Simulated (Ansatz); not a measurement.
Cell and atoms:

```
CELL_PARAMETERS angstrom
3.84535 0.00000 0.00000
0.00000 3.84535 0.00000
0.00000 0.00000 18.24562
ATOMIC_POSITIONS crystal
Ti 0.00000 0.00000 0.41352
Ti 0.50000 0.50000 0.17722
Ti 0.00000 0.00000 0.88612
Ti 0.50000 0.50000 0.64982
Al 0.50000 0.50000 0.41352
Al 0.00000 0.00000 0.17722
Al 0.50000 0.50000 0.88612
Al 0.00000 0.00000 0.64982
Al 0.50000 0.00000 0.29537
Al 0.00000 0.50000 0.05907
Al 0.50000 0.00000 0.76797
Al 0.00000 0.50000 0.53167
Al 0.00000 0.50000 0.29537
Al 0.50000 0.00000 0.05907
Al 0.00000 0.50000 0.76797
Al 0.50000 0.00000 0.53167
```

Question: Give a crystallographic description of this input.

Answer: Formula: TiAl3. The structure has P4mm (No. 99) symmetry and a primitive tetragonal lattice. With Z = 4, the cell contains 4 Ti, 12 Al. The bonds build TiAl3 layers parallel to (001).

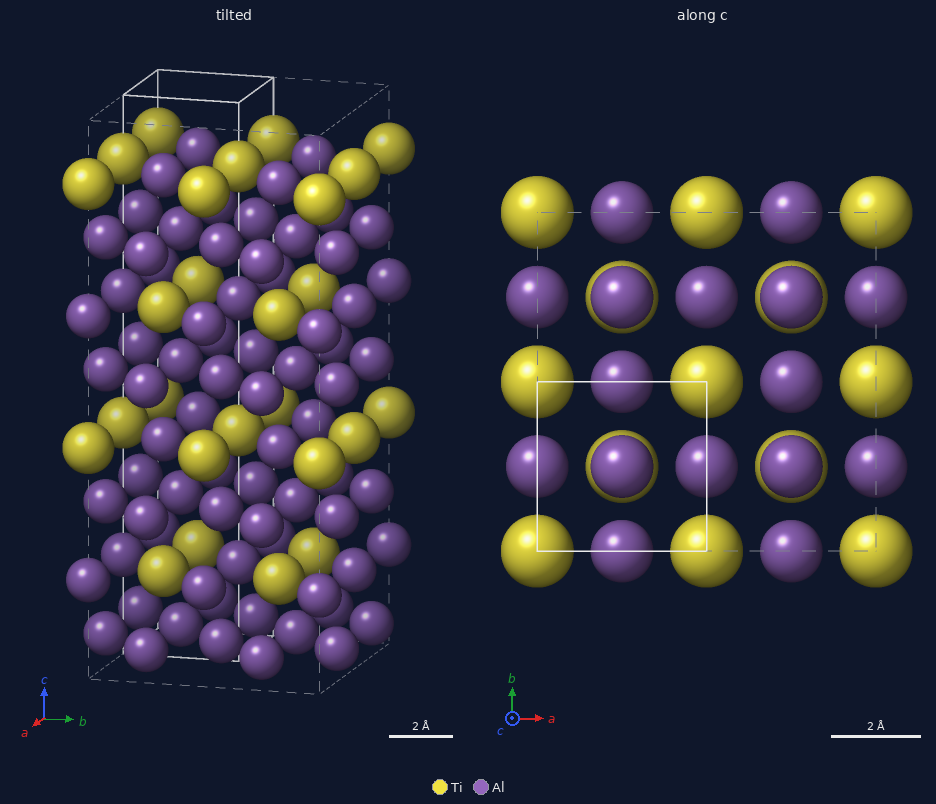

The figure gives a spheres-only picture of the atoms, viewed slightly off an axis and along the c axis. Shown are 2×2×1 repeats of the conventional unit cell, one of them outlined in solid lines. Colours: titanium yellow, aluminium purple.

Starting structure: a structure listed in the Materials Project. The cell was then strained or its atoms displaced on purpose. A calculation with Ansatz used it as input.

At this level of theory the run's own cell isn't at rest (forces up to 1.3 eV/Å), so its distances can differ from those at equilibrium, the more so the softer the solid.
